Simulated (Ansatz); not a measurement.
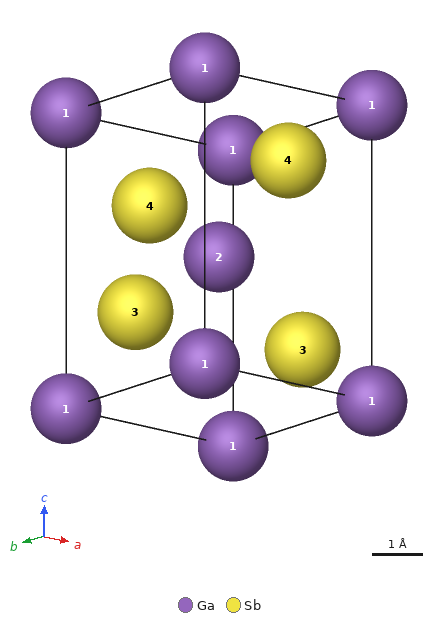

Fig. 1: The structure (spheres-only view of the cell of the calculation, seen at an oblique angle; atoms are numbered from 1 in the order of the input).

## Single-point calculation of GaSb

System: GaSb (F-43m, 4 atoms in the cell).
Method: DFT PBE, scalar-relativistic, plane waves, PAW, no spin polarisation (Ansatz 0.2.0).

The structure derives from an entry of the Crystallography Open Database. It belongs to a series of runs on one base structure; here: bulk in the cell of the (0 0 1) plane. Figures and captions count atoms from 1; the log counts them from 0 in places.

The program's output:
```
Engine: ansatz 0.2.0, x86_64-unknown-linux-gnu
Pseudopotentials: kind: paw
Pseudopotential: Ga, paw, valence charge 13, recommended cutoff 420 eV (normal), Ga.paw.azcp
Pseudopotential: Sb, paw, valence charge 15, recommended cutoff 420 eV (normal), Sb.paw.azcp
Functional definition: PBE
  parameter kappa = 0.804
  parameter beta = 0.06672455060314922
  exchange = pbe_x(kappa = kappa, mu = beta*pi^2/3)
  correlation = pbe_c(beta = beta)
Crystal: 4 atoms, lattice volume = 119.964 Å³
Basis set: ecut = 420 eV, 2373 PW (Γ), exchange–correlation on 60×60×90 points (8 copies of the dense FFT grid, shifted against one another)
Bands: 34, of which v1, the nominal top of the filled ones, is band 28 counted from 1 (27 counted from 0)
Symmetry: 16 space group operations
Space group: F-43m (ITA 216), of the structure as read, at distance tolerance 4.9e-5 Å
k-points: 60 of 384 (time reversal used)
Non-local potential: Ga, projectors of the file, l = 0: 2, l = 1: 2, l = 2: 3, l = 3: 1
Non-local potential: Sb, projectors of the file, l = 0: 2, l = 1: 2, l = 2: 2, l = 3: 2
PAW form: soft (Blöchl's): semilocal exchange-correlation on the pseudo side does not see the compensation charge
PAW one-centre angular grid: Ga, 590 points (default); XC on 64 Gauss nodes
PAW one-centre angular grid: Sb, 590 points (default); XC on 64 Gauss nodes
Initial density: superposition of atomic densities (neutral atoms: chi_scale 0, normalization atom), corrected by the library's trained network
Initial wavefunctions: pseudopotential atomic-orbital guess
Functional: x = pbe(κ = 0.804, μ = 0.2195149727645171), c = pbe(β = 0.06672455060314922)
SCF iter   1: F=—  HF=-20535.679953 eV  |F-HF|=—  |Δ(HF+E_count)|=         —  Δρ=1.31e-3  dr2=3.61e-3  ethr=1.77e-3  ⟨swp⟩=6.5  Hψ=8367  notcnv=0
preconditioner: auto → Resta (q_TF=auto, 2.403 Å⁻¹)  ε∞=3.2  [insulator: Δε(μ)=0.306 eV  Ē_g=13.687 eV  σ=0.100 eV  W_gap=0.74  n_scr=28 (ndim 8)  ℏωp=20.3 eV  f_vac=0.106  D(μ)=0.11/eV (n_scr^D=0)  ε∞_Penn≈3.2]
SCF iter   2: F=—  HF=-20535.676775 eV  |F-HF|=—  |Δ(HF+E_count)|=   3.18e-3  Δρ=8.33e-4  dr2=1.53e-3  ethr=6.45e-6  ⟨swp⟩=2.5  Hψ=4258  notcnv=0
SCF iter   3: F=—  HF=-20535.676740 eV  |F-HF|=—  |Δ(HF+E_count)|=   3.48e-5  Δρ=4.37e-4  dr2=2.73e-4  ethr=2.74e-6  ⟨swp⟩=2.0  Hψ=3018  notcnv=0
SCF iter   4: F=—  HF=-20535.676746 eV  |F-HF|=—  |Δ(HF+E_count)|=   6.28e-6  Δρ=2.20e-4  dr2=5.55e-5  ethr=4.88e-7  ⟨swp⟩=2.0  Hψ=3018  notcnv=0  defer=1
SCF iter   5: F=—  HF=-20535.676720 eV  |F-HF|=—  |Δ(HF+E_count)|=   2.65e-5  Δρ=6.41e-5  dr2=8.74e-6  ethr=9.90e-8  ⟨swp⟩=2.0  Hψ=3618  notcnv=0
SCF iter   6: F=—  HF=-20535.676728 eV  |F-HF|=—  |Δ(HF+E_count)|=   8.45e-6  Δρ=1.74e-5  dr2=4.13e-7  ethr=1.56e-8  ⟨swp⟩=3.0  Hψ=3620  notcnv=0  defer=1
SCF iter   7: F=-20535.676730 eV  HF=-20535.676730 eV  |F-HF|=7.99e-8  |Δ(HF+E_count)|=   1.30e-6  Δρ=3.81e-6  dr2=2.03e-8  ethr=1.79e-10  ⟨swp⟩=8.9  Hψ=9175  notcnv=0
SCF 1 converged in 7 iterations: F = -20535.676730 eV  dr2 = 2.03e-8
  greatest PAW one-centre occupation: 0.995 electrons in one spin orbital (limit 2), on the Sb atom at site 3 (counted from 0), in its partial waves of l = 2
SCF converged after 7 iterations
Free energy (F): -20535.676730 eV
Harris-Foulkes:  -20535.676730 eV  (|F-HF|=7.99e-8)
Internal energy: -20535.676203 eV  (E = F + TS)
E sigma→0 (E₀):  -20535.676466 eV
Entropy (-TS):   -0.000527 eV (-0.132 meV/atom)
Fermi energy:    7.162265 eV
--- Per-component energies (eV) ---
  E_band       = -549.755723
  E_kinetic    = 643.982948
  E_local      = -7951.642156  (includes V_loc(G=0)·N_el)
  E_nonlocal   = 1573.953344
  E_hartree    = 3651.987628
  E_xc         = -413.708609
  E_vxc        = -306.629295  (∫ρ·V_xc dr)
  E_paw        = -13129.342438  (= ΣΔE_a)
  E_vpaw       = -1813.393180  (= ΣTr[D̂ρ^β])
  E_aug_tail   = -0.000244  (compensation charges beyond the density's cutoff)
  E_ewald      = -4910.906677
  E_smearing   = -0.000527  (= −TS)
  E_closure    = 0.000000  (closes the sum)
  Σ components = -20535.676730   (vs F -20535.676730, Δ=0.00e0)
--- Forces (eV/Å), atoms counted from 1 ---
  atom   1  Ga    -0.00000000    -0.00000000    -0.00000000
  atom   2  Ga    -0.00000000    -0.00000000    -0.00000000
  atom   3  Sb     0.00000000    -0.00000000    -0.00000000
  atom   4  Sb     0.00000000    -0.00000000    -0.00000000
  max |Σ_I F_I| component: 4.16e-17 eV/Å
--- Stress (GPa, compression-positive) ---
        0.031742       0.000000      -0.000000
        0.000000       0.031742      -0.000000
       -0.000000       0.000000      -0.030016
  P = ⅓ Tr σ = 0.0112 GPa (0.112 kbar)
--- Band table (eV; the first three rows and the last of 60) ---
  k-point 0: bands = ["-21.5798", "-21.5783", "-21.5783", "-21.5775", "-21.5734", "-21.5734", "-21.5642", "-21.5628", "-21.5616", "-21.5591", "-7.8385", "-7.8000", "-7.8000", "-7.7996", "-7.7781", "-7.7781", "-7.7678", "-7.7576", "-7.7570", "-7.7543", "-4.0470", "-1.7828", "0.5244", "4.7057", "4.7057", "6.8255", "7.1156", "7.1161", "7.1161", "8.0761", "8.4619", "9.9142", "9.9142", "9.9143"]
  k-point 1: bands = ["-21.5797", "-21.5780", "-21.5780", "-21.5776", "-21.5738", "-21.5738", "-21.5641", "-21.5629", "-21.5614", "-21.5593", "-7.8361", "-7.8026", "-7.7985", "-7.7985", "-7.7796", "-7.7796", "-7.7670", "-7.7580", "-7.7568", "-7.7545", "-3.9569", "-2.1049", "0.9681", "4.8050", "4.8050", "5.6337", "6.7941", "6.7941", "8.0482", "8.2220", "8.7166", "9.6758", "10.3550", "10.3550"]
  k-point 2: bands = ["-21.5792", "-21.5781", "-21.5771", "-21.5771", "-21.5747", "-21.5747", "-21.5638", "-21.5631", "-21.5610", "-21.5597", "-7.8296", "-7.8103", "-7.7946", "-7.7946", "-7.7837", "-7.7837", "-7.7648", "-7.7596", "-7.7564", "-7.7550", "-3.6905", "-2.7020", "1.9268", "4.3302", "5.0977", "5.0977", "6.1688", "6.1688", "8.1422", "8.7462", "9.2539", "9.6551", "11.3309", "11.3309"]
  k-point 59: bands = ["-21.5778", "-21.5778", "-21.5764", "-21.5764", "-21.5726", "-21.5726", "-21.5620", "-21.5620", "-21.5613", "-21.5613", "-7.8334", "-7.8334", "-7.7846", "-7.7846", "-7.7798", "-7.7798", "-7.7619", "-7.7619", "-7.7579", "-7.7579", "-1.7466", "-1.7466", "0.6428", "0.6428", "3.9840", "3.9840", "4.1985", "4.1985", "10.6317", "10.6317", "11.4239", "11.4239", "11.4318", "11.4318"]
```

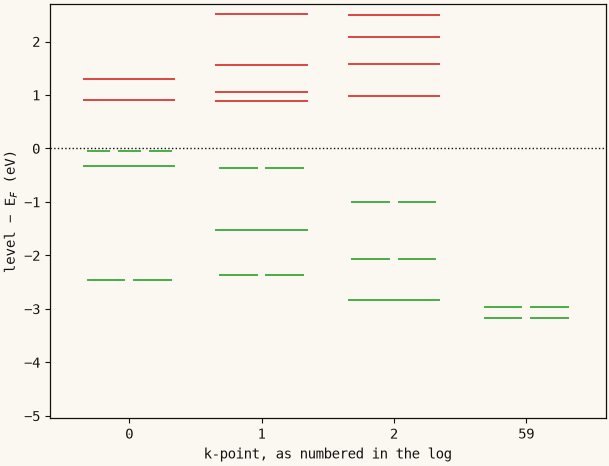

Fig. 2: Kohn–Sham levels near the Fermi level (dotted) at the few k-points that the log prints; levels within 0.02 eV of each other stand side by side. The system is metallic on the full mesh.

The run was set up as follows.

Input file:
```yaml
crystal:
  lattice:
    - [4.3938492981, 0.0, 0.0]
    - [0.0, 4.3938492981, 0.0]
    - [0.0, 0.0, 6.2138412683]
  atoms:
    - { symbol: Ga, position: [0.0, 0.0, 0.0] }
    - { symbol: Ga, position: [0.5, 0.5, 0.5] }
    - { symbol: Sb, position: [0.0, 0.5, 0.25] }
    - { symbol: Sb, position: [0.5, 0.0, 0.75] }
basis:
  ecutwfc: 420
kpoints:
  mp_grid: { grid: [8, 8, 6] }
hamiltonian:
  xc: pbe
scf:
  occupations: { method: gaussian, width: 0.1 }
output:
  forces: true
  stress: true
  eigenvalues: true
```

Launched with:
```bash
ansatz run input.yaml --threads 2 --pin off --max-ram 5120MiB --backend cpu --events-out ev --progress --plain --runs-dir out
```

Results in brief:

| quantity | value |
| --- | --- |
| outcome | converged |
| space group (tolerance 0.01 Å) | F-43m (216) |
| electrons treated | 56 |
| free energy | −20535.6767 eV |
| Fermi energy | 7.162 eV |
| gap on the k-point mesh | none (metallic) |
| pressure | 0.01 GPa |
| largest force (length of the vector) | under 0.001 eV/Å |
| hardware | 2 threads of Intel Xeon @ 2.50GHz (Skylake/Cascade Lake), 192 GiB of memory available, shared host |
| wall time | 13 s (CPU time 24 s) |
| peak memory | 0.52 GiB |
